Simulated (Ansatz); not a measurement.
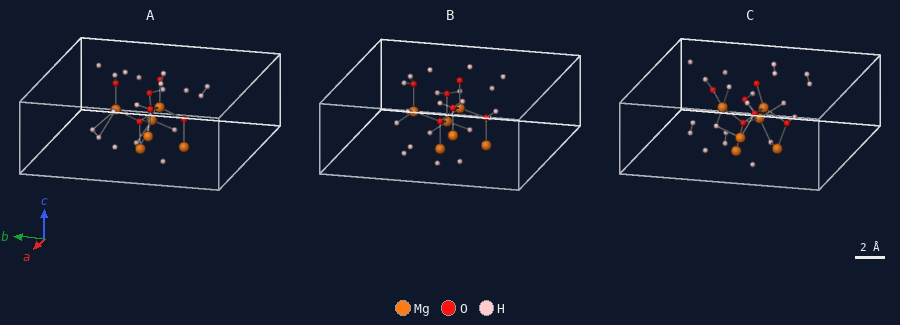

3 geometries from one relaxation of a wire of composition Mg3H8O3, in shuffled order. Style: ball-and-stick. Shown: the cell of the calculation, with the vacuum cut short (origin shifted), from a free direction.

Case: wire along [0 0 1], 12 atoms a period, capped with H.

The calculation used DFT PBE, scalar-relativistic, plane waves, PAW in Ansatz. Settings: plane-wave cutoff 420 eV; k-point mesh 1 × 1 × 7; occupations gaussian; smearing width 0.05 eV; no spin polarisation; cell relaxed at fixed a, b, alpha, beta, gamma; force threshold 0.02 eV/Å; at most 45 steps.

### Put them in the order of the run, from the start to the converged end.

B, A, C. They are steps 0, 15, 35, at +9.387 eV per cell of the calculation, +2.152 eV per cell of the calculation relative to the last. The largest moves relative to the centre of the atoms, 2.14 Å, are those of H atoms. Largest moves by element: H 2.14 Å, Mg 1.07 Å, O 0.47 Å. Along the periodic axis the drawn cell goes c 5.118 → 5.163 Å (+0.9 %). Among the contacts that change: H–O 0.970 → 3.210 Å, H–Mg 3.924 → 1.986 Å, H–H 2.473 → 0.753 Å, H–Mg 1.720 → 3.111 Å. New bonds form, among them: H–H (2.47 → 0.75 Å), H–Mg (3.92 → 1.99 Å). Bonds break, among them: H–Mg (1.72 → 3.11 Å), H–O (0.97 → 3.21 Å). Among the angles between lasting bonds that change: O–Mg–H 106.1° → 145.5°, Mg–O–Mg 112.6° → 88.3°, Mg–O–Mg 106.1° → 128.7°. Over 31 accepted moves (35 points after the start) the energy falls by 9.387 eV per cell of the calculation. Largest force component: 1.4 eV/Å at the start, 0.011 eV/Å at the end. The line search rejected the trial steps at points 9, 25, 29 of the run. At 1 point the geometry stayed and the basis and grid were re-selected for the new cell (energy shift of 6.5 meV per cell of the calculation at most each time). Cost: 6.8 min on 4 threads of Intel(R) Xeon(R) 6975P-C (Granite Rapids), on a shared host, peak memory 2.4 GiB.
